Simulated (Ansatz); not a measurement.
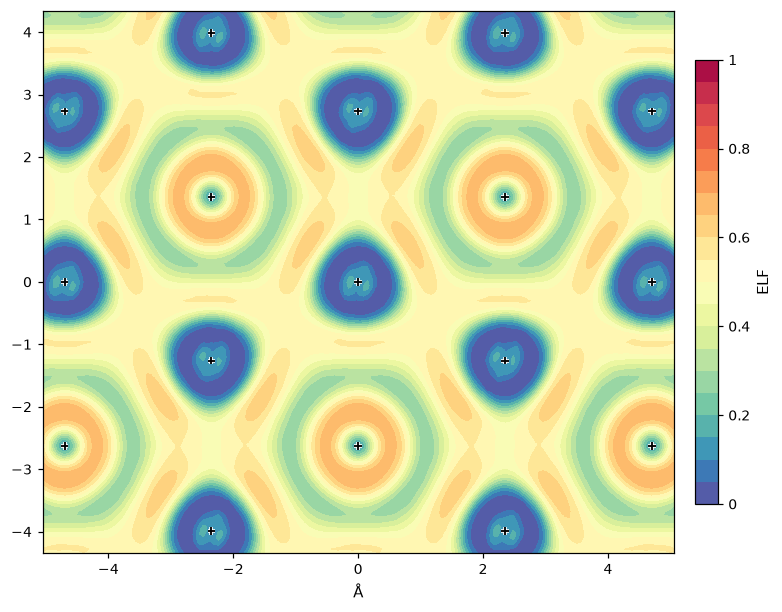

The ELF on a plane through atoms (crosses mark nuclei in the plane).

All numbers below come from DFT PBEsol, scalar-relativistic, plane waves, PAW in Ansatz 0.2.0.

Candidates:
A. Al2Ru, a = 4.70 Å, b = 7.98 Å, c = 8.77 Å, α = 90.00°, β = 90.00°, γ = 90.00°. Space group Fddd; a structure from a database of computed crystals, not necessarily the ambient phase; computed without spin polarisation.
B. MnS, a = 4.73 Å, b = 4.73 Å, c = 4.73 Å, α = 90.00°, β = 90.00°, γ = 90.00°. Space group Fm-3m; changed on purpose from its base cell (volume × 0.88); computed pressure about 10 GPa in this cell; spin-polarised.

**Which candidate gave the map?**

Candidate A: Al2Ru on the (001) plane of the conventional cell, which holds Al and Ru. Al–Ru (2.62 Å): the ELF is about 0.40 at the midpoint. Al–Al (2.67 Å): the ELF reaches about 0.50 near the midpoint.
